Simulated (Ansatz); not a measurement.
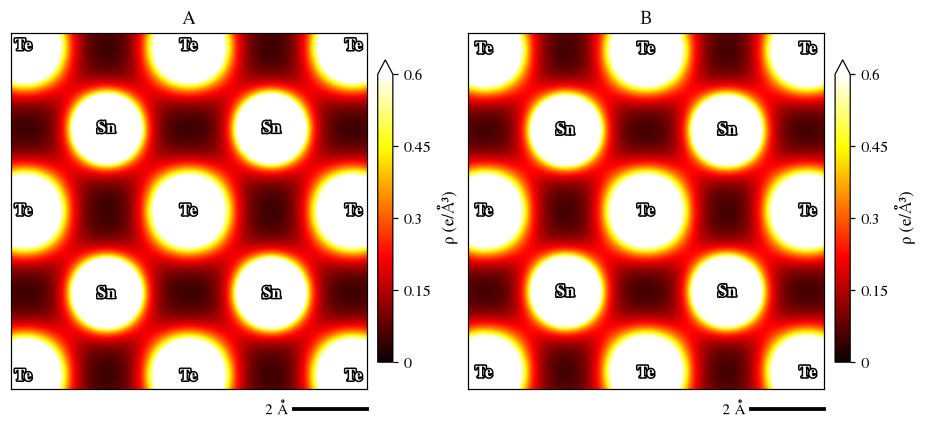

SnTe. The valence pseudo-density of two cells that differ in size, on the (110) plane of each (indices in the axes of the calculation cell), at one length scale and on one colour scale; one has 30.7 and the other 32.5 Å³ an atom.

Method: Ansatz 0.2.0, Kohn-Sham DFT of a periodic cell, rPW86-PBE with rVV10, Ansatz PAW.

The larger cell:

```
CELL_PARAMETERS angstrom
0.00000 3.19231 3.19231
3.19231 0.00000 3.19231
3.19231 3.19231 0.00000
ATOMIC_POSITIONS crystal
Te 0.50000 0.50000 0.50000
Sn 0.00000 0.00000 0.00000
```

The smaller cell: a = 4.426 Å, b = 4.426 Å, c = 4.426 Å, α = 60.00°, β = 60.00°, γ = 60.00°.

Question: Which panel shows the smaller cell, and what does the compression change?

Answer: Panel B is the smaller cell, by 6 % in volume. From the larger cell to the smaller, Sn–Te goes from 3.19 to 3.13 Å, and the density at its midpoint from 0.21 to 0.23 e/Å³; the pressure goes from 1.6 to 4.8 GPa.
